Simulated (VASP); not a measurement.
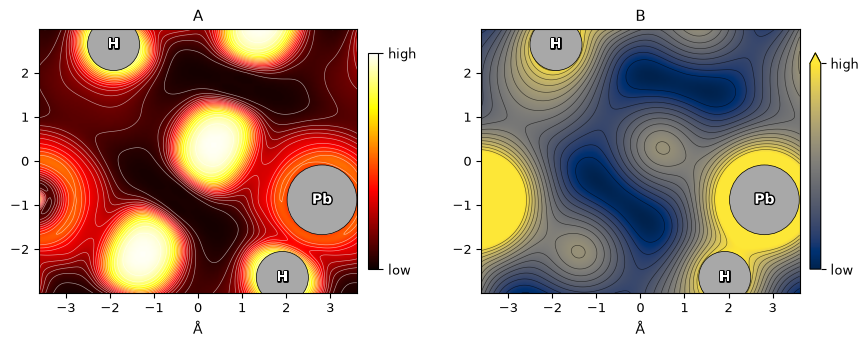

H$_{2}$Pb: 2 fields on the (111) plane of the conventional cell, with unlabelled colour scales. Grey discs cover the atomic cores.

Space group P-6m2; a generated structure, not necessarily the stable one; computed pressure about 3 GPa in this cell.

These are results of VASP 6.6.1, Kohn-Sham DFT of a periodic cell, r2SCAN, VASP PAW PBE potentials, recommended, not measurements.

Which field does each panel show? The fields are: electron localisation function and valence pseudo-density.

Answer. Panel A: electron localisation function. Panel B: valence pseudo-density. From the grid: Pb–H (1.98 Å): ρ at the midpoint is about 0.79 e/Å³; the ELF climbs to about 1 towards the hydrogen.
